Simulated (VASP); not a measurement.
System: Mo.

The calculation's input:

```
SYSTEM = Mo
  PREC = Accurate
  ENCUT = 520
  EDIFF = 1E-7
  ISMEAR = 0
  SIGMA = 0.1
  LREAL = .FALSE.
  LASPH = .TRUE.
  NELM = 100
  ALGO = Normal
  ISIF = 2
  LWAVE = .FALSE.
  LCHARG = .TRUE.
  GGA = PE
  LELF = .TRUE.
  LVHAR = .TRUE.
  NBANDS = 21
```

Run with:

```sh
cat potpaw_PBE.64/Mo_sv/POTCAR > POTCAR
mpirun -np 1 vasp_std > vasp.out
```

Below, planes, directions and counts refer to the conventional cell (a = 2.77 Å, b = 2.77 Å, c = 14.78 Å, α = 90.00°, β = 90.00°, γ = 120.00°).

Space group R-3m; a generated structure, not necessarily the stable one.

Theory: Kohn-Sham DFT of a periodic cell, PBE, VASP PAW PBE potentials, recommended in VASP.

> What will maps of the valence pseudo-density and electron localisation function show?

Mo–Mo (2.77 Å): ρ is about 0.35 e/Å³ halfway; the ELF is about 0.30 at the midpoint.

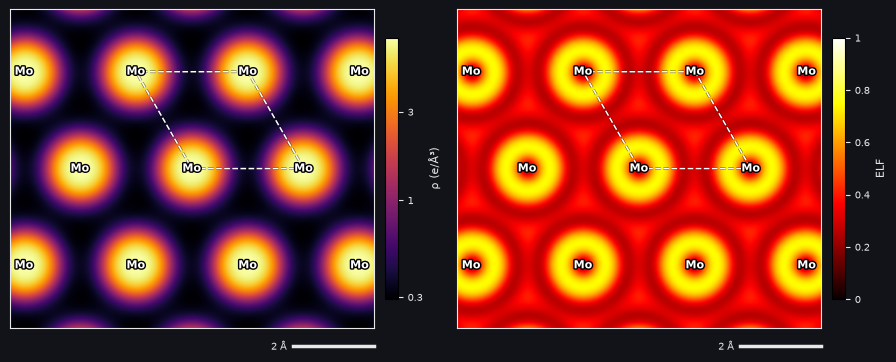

Computed valence pseudo-density and electron localisation function on the (001) plane of the conventional cell, in this order. 

Core electrons are frozen (PAW), and the valence fields are smoothed inside the atomic spheres.
